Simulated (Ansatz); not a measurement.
# What a change does: band-structure calculation on ZnO

System: ZnO (I4/mmm, 2 atoms in the cell).
Method of run 1: DFT, r2SCAN, plane waves, PAW, no spin polarisation (Ansatz 0.2.0).

The structure was built on a prototype by a generator. The geometry comes from this level: r2SCAN (a point of a series of strains). Text and figures count atoms from 1; the logs count them from 0 in places.

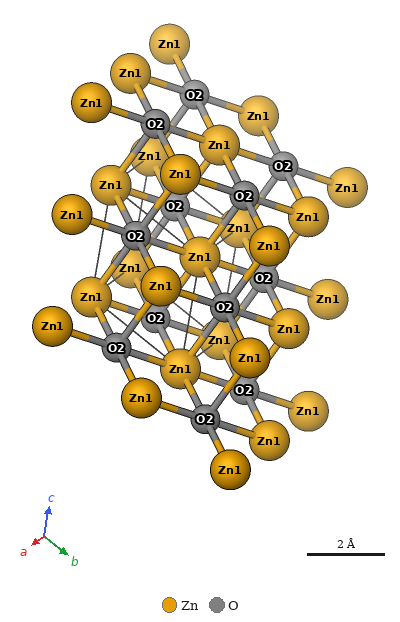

Fig. 1: The structure as given in the input (ball-and-stick view of the reduced cell, repeated 2 × 2 × 2, seen slightly off an axis; atoms are numbered from 1 in the order of the input). Near neighbours in the crystal (not all of them lie inside the picture): Zn has 6 O at 2.13 to 2.18 Å; O has 6 Zn at 2.13 to 2.18 Å.

**Input, run 1**
```yaml
crystal:
  lattice:
    - [0.0, 2.1337703963, 2.1792197058]
    - [2.1337703963, 0.0, 2.1792197058]
    - [2.1337703963, 2.1337703963, 0.0]
  atoms:
    - { symbol: Zn, position: [0.0, 0.0, 0.0] }
    - { symbol: O, position: [0.5, 0.5, 0.5] }
kpoints:
  mp_grid: { grid: [10, 10, 10] }
  band_path:
    path:
      - [0.0, 0.0, 0.0]
      - [0.5, 0.0, 0.5]
      - [0.625, 0.25, 0.625]
      - [0.375, 0.375, 0.75]
      - [0.5, 0.5, 0.5]
      - [0.5, 0.25, 0.75]
    npoints: 1
hamiltonian:
  xc: r2scan
scf:
  occupations: { method: fixed }
  n_extra_bands: 4
output:
  forces: true
  stress: true
  eigenvalues: true
```

Hardware: 4 threads of an Arm (aarch64) CPU, shared host.

**Output, shortened to warnings, some set-up lines, iterations and results (run 1)**
```
Basis set: ecut = 500 eV, 531 PW (Γ), exchange–correlation on 96×96×96 points (64 copies of the dense FFT grid, shifted against one another)
Symmetry: 16 space group operations
k-points: 102 of 1000
Initial density: superposition of atomic densities (neutral atoms: chi_scale 0, normalization atom), corrected by the library's trained network
[...]
SCF iter   1: F=—  HF=-3894.705668 eV  |F-HF|=—  |Δ(HF+E_count)|=         —  Δρ=2.34e-2  dr2=5.30e-2  dr2_τ=4.56e-2  ethr=1.77e-3  ⟨swp⟩=5.0  Hψ=6572  notcnv=0  defer=188
SCF iter   2: F=—  HF=-3894.715308 eV  |F-HF|=—  |Δ(HF+E_count)|=   9.64e-3  Δρ=4.46e-3  dr2=2.40e-3  dr2_τ=4.73e-4  ethr=2.94e-4  ⟨swp⟩=2.2  Hψ=3176  notcnv=0  defer=192
SCF iter   3: F=—  HF=-3894.713837 eV  |F-HF|=—  |Δ(HF+E_count)|=   1.47e-3  Δρ=4.65e-3  dr2=1.58e-3  dr2_τ=1.12e-4  ethr=1.33e-5  ⟨swp⟩=2.3  Hψ=2386  notcnv=0  defer=204
SCF iter   4: F=—  HF=-3894.713937 eV  |F-HF|=—  |Δ(HF+E_count)|=   1.00e-4  Δρ=2.20e-3  dr2=8.63e-4  dr2_τ=8.17e-5  ethr=8.76e-6  ⟨swp⟩=3.0  Hψ=2467  notcnv=0  defer=204
SCF iter   5: F=—  HF=-3894.713734 eV  |F-HF|=—  |Δ(HF+E_count)|=   2.03e-4  Δρ=1.31e-4  dr2=1.38e-6  dr2_τ=6.10e-7  ethr=4.80e-6  ⟨swp⟩=2.2  Hψ=2019  notcnv=0  defer=190
SCF iter   6: F=—  HF=-3894.713735 eV  |F-HF|=—  |Δ(HF+E_count)|=   1.86e-6  Δρ=3.86e-5  dr2=1.41e-7  dr2_τ=8.70e-9  ethr=5.56e-10  ⟨swp⟩=6.7  Hψ=7019  notcnv=0
SCF iter   7: F=-3894.713736 eV  HF=-3894.713736 eV  |F-HF|=2.76e-10  |Δ(HF+E_count)|=   1.79e-8  Δρ=1.87e-6  dr2=2.61e-10  dr2_τ=6.83e-11  ethr=5.56e-10  ⟨swp⟩=4.1  Hψ=4526  …
SCF 1 converged in 7 iterations: F = -3894.713736 eV  dr2 = 2.61e-10
NSCF: frozen V_eff on 6 k-points
SCF converged after 7 iterations
Free energy (F): -3894.713736 eV
Harris-Foulkes:  -3894.713736 eV  (|F-HF|=2.76e-10)
Internal energy: -3894.713736 eV  (E = F + TS)
E sigma→0 (E₀):  -3894.713736 eV
Fermi energy:    9.508472 eV
--- Per-component energies (eV) ---
  E_band       = 68.095077
  E_kinetic    = 306.740748
  E_local      = -1727.398572  (includes V_loc(G=0)·N_el)
  E_nonlocal   = 673.323483
  E_hartree    = 711.356237
  E_xc         = -196.305344
  E_vxc        = -157.551366  (∫ρ·V_xc dr)
  E_paw        = -2016.949234  (= ΣΔE_a)
  E_vpaw       = -459.104306  (= ΣTr[D̂ρ^β])
  E_aug_tail   = 0.001002  (compensation charges beyond the density's cutoff)
  E_vtau       = 9.371905  (kinetic-family band-sum trace: ∫τ·v_τ [+ j·A + Jᵃ·Aᵃ] dr)
  E_ewald      = -1645.267495
  E_core_change = -0.214560  (= ΣΔE_core)
  E_smearing   = -0.000000  (= −TS)
  E_closure    = -0.000000  (closes the sum)
  Σ components = -3894.713736   (vs F -3894.713736, Δ=0.00e0)
--- Forces (eV/Å), atoms counted from 1 ---
  atom   1  Zn     0.00000000     0.00000000    -0.00000000
  atom   2  O      0.00000000    -0.00000000    -0.00000000
  max |Σ_I F_I| component: 2.30e-29 eV/Å
--- Stress (GPa, compression-positive) ---
       -3.182649       0.000000       0.000000
        0.000000      -3.182649      -0.000000
        0.000000      -0.000000      -4.913958
  P = ⅓ Tr σ = -3.7598 GPa (-37.598 kbar)
```

The input of run 2 differs as follows (lines with − go, lines with + come):
```diff
-  xc: r2scan
+  xc: pbe
-  occupations: { method: fixed }
+  occupations: { method: fermi_dirac, width: 0.02 }
```

Predict how the results change.

The total energies belong to different methods, so their difference says nothing on which is more stable or more accurate. The gap on the mesh goes from 1.40 to 0.80 eV. The pressure goes from −3.76 to 4.04 GPa. The functional changes from r2SCAN to PBE. The SCF takes 6 iterations against 7. The default cutoff goes from 500 to 420 eV with the change. The plane waves at Γ go from 531 to 371.

**Output, shortened to warnings, some set-up lines, iterations and results (run 2)**
```
Basis set: ecut = 420 eV, 371 PW (Γ), exchange–correlation on 48×48×48 points (8 copies of the dense FFT grid, shifted against one another)
Symmetry: 16 space group operations
k-points: 102 of 1000
Initial density: superposition of atomic densities (neutral atoms: chi_scale 0, normalization atom), corrected by the library's trained network
[...]
SCF iter   1: F=—  HF=-3886.533470 eV  |F-HF|=—  |Δ(HF+E_count)|=         —  Δρ=1.77e-3  dr2=2.70e-4  ethr=1.77e-3  ⟨swp⟩=5.0  Hψ=7067  notcnv=0
SCF iter   2: F=—  HF=-3886.533962 eV  |F-HF|=—  |Δ(HF+E_count)|=   4.92e-4  Δρ=4.96e-4  dr2=1.37e-5  ethr=1.50e-6  ⟨swp⟩=2.0  Hψ=3281  notcnv=0
SCF iter   3: F=—  HF=-3886.533965 eV  |F-HF|=—  |Δ(HF+E_count)|=   2.58e-6  Δρ=3.23e-4  dr2=7.01e-6  ethr=7.63e-8  ⟨swp⟩=2.0  Hψ=2163  notcnv=0
SCF iter   4: F=—  HF=-3886.533987 eV  |F-HF|=—  |Δ(HF+E_count)|=   2.17e-5  Δρ=6.63e-5  dr2=5.45e-7  ethr=3.89e-8  ⟨swp⟩=2.3  Hψ=2141  notcnv=0
SCF iter   5: F=-3886.533987 eV  HF=-3886.533987 eV  |F-HF|=6.80e-8  |Δ(HF+E_count)|=   1.51e-7  Δρ=2.28e-5  dr2=9.29e-8  ethr=3.03e-9  ⟨swp⟩=1.6  Hψ=1723  notcnv=0
SCF iter   6: F=-3886.533987 eV  HF=-3886.533987 eV  |F-HF|=5.79e-10  |Δ(HF+E_count)|=   2.03e-8  Δρ=2.26e-6  dr2=3.10e-10  ethr=5.16e-10  ⟨swp⟩=2.1  Hψ=4714  notcnv=0
SCF 1 converged in 6 iterations: F = -3886.533987 eV  dr2 = 3.10e-10
NSCF: frozen V_eff on 6 k-points
SCF converged after 6 iterations
Free energy (F): -3886.533987 eV
Harris-Foulkes:  -3886.533987 eV  (|F-HF|=5.79e-10)
Internal energy: -3886.533987 eV  (E = F + TS)
E sigma→0 (E₀):  -3886.533987 eV
Fermi energy:    10.301178 eV
--- Per-component energies (eV) ---
  E_band       = 77.677695
  E_kinetic    = 306.330796
  E_local      = -1720.096805  (includes V_loc(G=0)·N_el)
  E_nonlocal   = 669.687174
  E_hartree    = 705.254370
  E_xc         = -209.964445
  E_vxc        = -145.025345  (∫ρ·V_xc dr)
  E_paw        = -1992.479565  (= ΣΔE_a)
  E_vpaw       = -443.728154  (= ΣTr[D̂ρ^β])
  E_aug_tail   = 0.001983  (compensation charges beyond the density's cutoff)
  E_ewald      = -1645.267495
  E_smearing   = -0.000000  (= −TS)
  E_closure    = -0.000000  (closes the sum)
  Σ components = -3886.533987   (vs F -3886.533987, Δ=0.00e0)
--- Forces (eV/Å), atoms counted from 1 ---
  atom   1  Zn     0.00000000     0.00000000     0.00000000
  atom   2  O     -0.00000000    -0.00000000    -0.00000000
  max |Σ_I F_I| component: 1.95e-29 eV/Å
--- Stress (GPa, compression-positive) ---
        4.717569       0.000000      -0.000000
        0.000000       4.717569      -0.000000
       -0.000000      -0.000000       2.685304
  P = ⅓ Tr σ = 4.0401 GPa (40.401 kbar)
```

**The two runs side by side**

```tsv
quantity	run 1	run 2
outcome	converged	converged
free energy per atom (eV)	−1947.3569	−1943.2670
gap on the mesh (eV)	1.40	0.80
pressure (GPa)	−3.76	4.04
largest force (eV/Å)	0.000	0.000
SCF iterations	7	6
irreducible k-points	102	102
plane waves at Γ	531	371
wall time (shared host)	1.6 s	0.76 s
```
